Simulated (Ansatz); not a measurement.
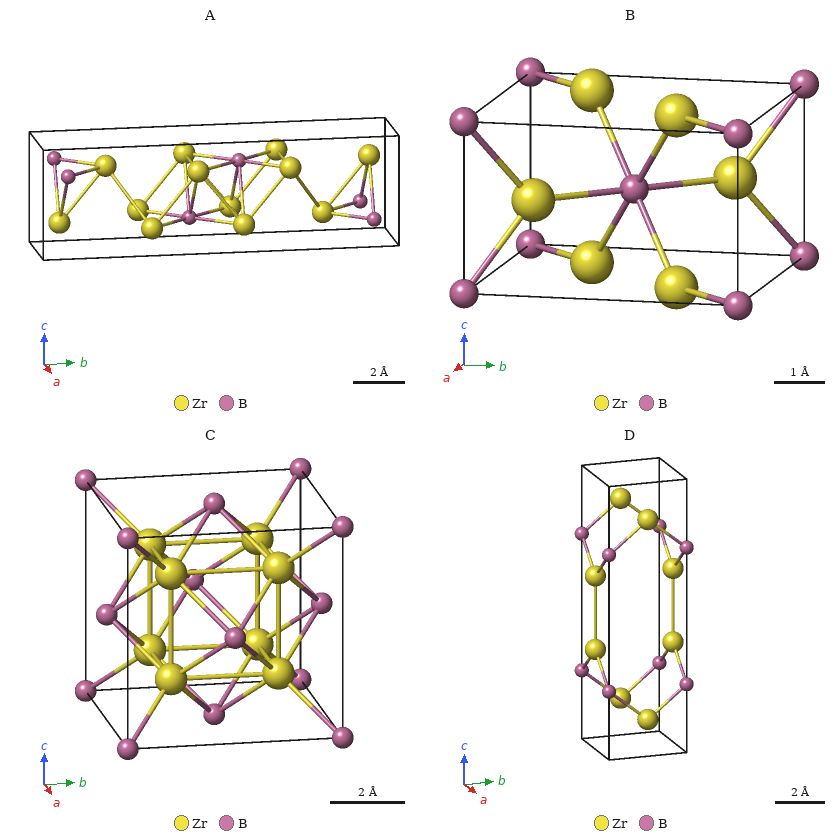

Four structures of Zr2B, each relaxed to rest (conventional cells in solid outline, small ones repeated, each panel with its own scale). Method: DFT PBE, scalar-relativistic, plane waves, PAW in Ansatz, without spin polarisation.

What are the structures shown?

Answer. A: 12 atoms a cell on a base-centred orthorhombic lattice, Cmcm; B: 6 atoms a cell on a primitive tetragonal lattice, P4_2/mnm; C: antifluorite, Fm-3m; D: 6 atoms a cell on a primitive tetragonal lattice, P4_2/mmc.

Rank them by energy, lowest first.

Answer. B, then C (+60 meV/atom), A (+254 meV/atom) and D (+1023 meV/atom), energies at zero smearing.

Collect the results in a table.

Answer.
| panel | structure | E − E(lowest) (meV/atom) | volume (Å³/atom) | gap (eV) |
| --- | --- | --- | --- | --- |
| B | P4_2/mnm | 0 | 18.9 | metal |
| C | Fm-3m | 60 | 17.4 | metal |
| A | Cmcm | 254 | 17.3 | metal |
| D | P4_2/mmc | 1023 | 22.9 | metal |

Some of these may be structure types tried for this composition rather than known phases, and the most stable form need not be among them. Gaps are taken on the k-mesh or band path of each run.
